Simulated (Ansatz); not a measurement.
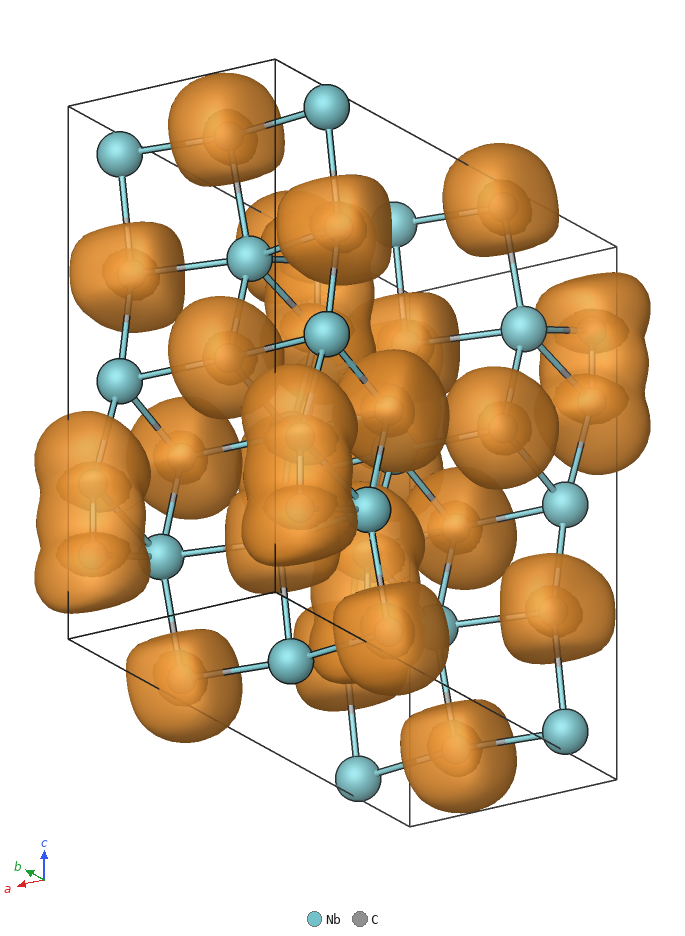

Figure. Nb$_{3}$C$_{5}$. Isosurface of the electron localisation function at 0.65 (orange), seen at an oblique angle. Only the valence region is drawn (cores and ρ < 0.01 e/Å³ removed). Sticks mark near contacts.

Space group Cmcm; a generated structure, not necessarily the stable one.

The calculation used DFT PBE, scalar-relativistic, plane waves, PAW in Ansatz.

Identify the bonds, lone pairs and shells in this picture.

Answer. The ELF exceeds this value in four regions between bonded C–C atoms and twelve regions wrapped around C (the valence shell of each), counted in one cell of 32 atoms. Any copies at cell faces, edges or corners count once.

Values along the shortest contacts:
C–C (1.30 Å): the ELF peaks at about 0.90 between the atoms. Nb–C (2.11 Å): the ELF peaks at about 0.80 in the valence shell of C, 0.6 Å from its nucleus, and is about 0.30 at the midpoint.

Does the calculation make it a metal, or give it a gap?

Answer. It is gapless in this calculation (a metal or semimetal).
